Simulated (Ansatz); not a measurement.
```
CELL_PARAMETERS angstrom
5.67307 -0.14400 -0.29260
-0.14230 5.47408 -0.02895
-0.27071 -0.05438 6.31177
ATOMIC_POSITIONS crystal
Al 0.14977 0.72183 0.56684
Al 0.86781 0.21523 0.55724
Al 0.64834 0.67225 0.71931
Al 0.80178 0.37901 0.04753
Al 0.29343 0.31950 0.83266
Al 0.60663 0.93174 0.12549
Al 0.40410 0.51002 0.24428
Al 0.41305 0.12589 0.47860
Al 0.07208 0.97259 0.14130
N 0.14523 0.05624 0.63050
N 0.65894 0.25023 0.29840
N 0.58932 0.13476 0.88750
N 0.92869 0.52334 0.68852
N 0.33381 0.84582 0.28626
N 0.38995 0.48779 0.56863
N 0.13659 0.31360 0.09845
N 0.63993 0.01418 0.68671
N 0.56201 0.60980 0.99644
```

Theory: DFT PBEsol, scalar-relativistic, plane waves, PAW in Ansatz.

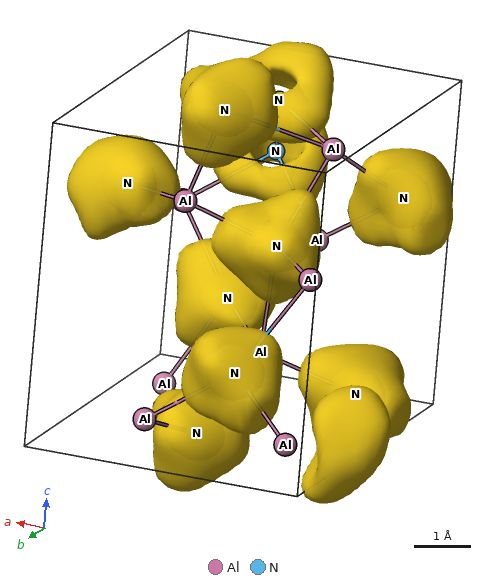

AlN (amorphous cell). Isosurface of the electron localisation function at 0.75 (yellow), seen at an oblique angle. Core shells and regions of very low density are left out. Sticks mark near contacts.

Q: Where are the electrons localised?

A: The surface consists of one region between bonded N–N atoms (shared pairs), nine regions on N in which the atom's valence shell and bonds are merged and one pocket between the atoms, centred on no nucleus (multi-centre or interstitial), counted in one cell of 18 atoms. Any copies at cell faces, edges or corners count once.

Values along the shortest contacts:
N–N (1.48 Å): the ELF peaks at about 0.85 between the atoms: a shared electron pair. Al–N (1.84 Å): the ELF peaks at about 0.85 in the valence shell of N, 0.8 Å from its nucleus, and is about 0.85 at the midpoint.
